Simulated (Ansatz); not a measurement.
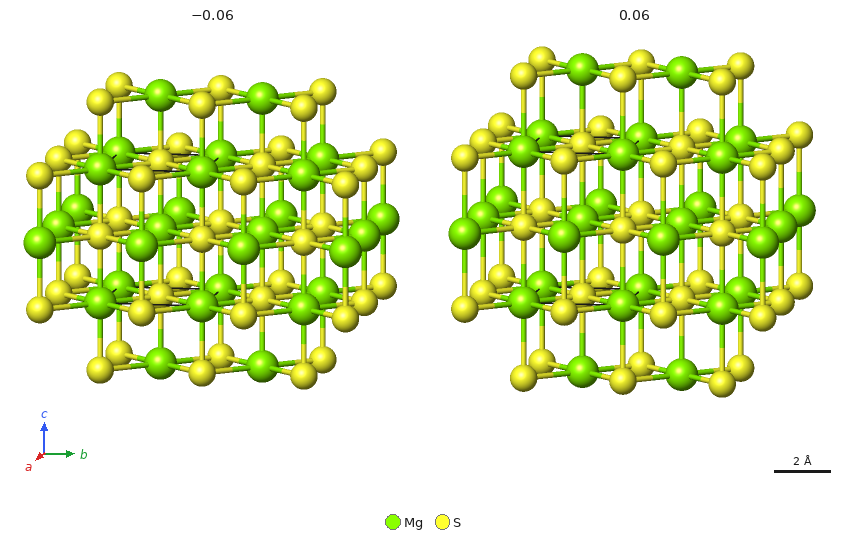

Solid MgS (set up in Fm-3m), under uniaxial strain along c (a, b relaxed, atoms fixed by symmetry), with energies (extrapolated to zero smearing) counted from the relaxed crystal, which is the row at zero; the cubic crystal is set up in a tetragonal cell with a = a(cubic)/√2 and c = a(cubic). The picture shows the first and the last member. Style: ball-and-stick. Shown: the cell of the calculation, repeated 1 × 2 × 1 with one cell outlined, slightly off an axis.

Computed with Ansatz 0.2.0: DFT PBEsol, scalar-relativistic, plane waves, PAW. Settings: plane-wave cutoff 420 eV; k-point mesh 6 × 6 × 6; occupations gaussian; smearing width 0.02 eV; no spin polarisation; force threshold 0.008 eV/Å.

| strain | energy (meV/atom) | a (Å) | c (Å) | band gap (eV) |
| --- | --- | --- | --- | --- |
| −0.06 | 33.80 | 3.719 | 4.871 | 2.47 |
| −0.04 | ? | ? | ? | ? |
| −0.02 | 3.12 | 3.681 | 5.078 | 2.63 |
| 0.0 | 0.00 | 3.664 | 5.182 | 2.73 |
| 0.02 | 2.77 | 3.650 | 5.286 | 2.60 |
| 0.04 | 10.13 | 3.636 | 5.389 | 2.50 |
| 0.06 | 21.01 | 3.624 | 5.493 | 2.42 |

One row is withheld. What does the calculation give there?

A parabola through three neighbouring rows (−0.06, −0.02, 0.0) gives, with Lagrange weights, (0.3333)(33.80) + (1.0000)(3.12) + (−0.3333)(0.00) = 14.39 meV/atom. The calculation gives 13.74 meV/atom (a = 3.699 Å, c = 4.975 Å). The estimate is 0.65 meV/atom too high. For the gap a parabola through the rows −0.06, −0.02, 0.0 gives 2.54 eV, and the calculation 2.55 eV (semilocal gaps, lower than measured ones as a rule). From the first member to the last: Mg–S 2.436 → 2.746 Å, Mg–S 2.630 → 2.563 Å.

The whole series:

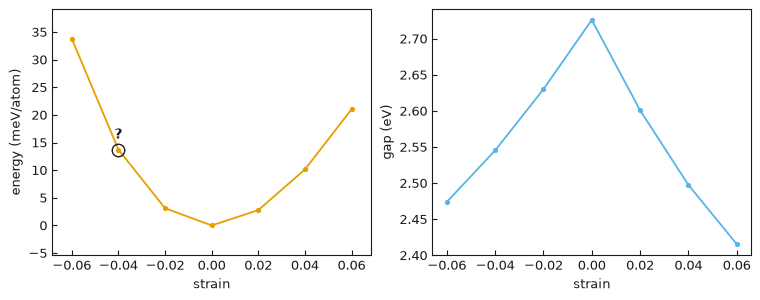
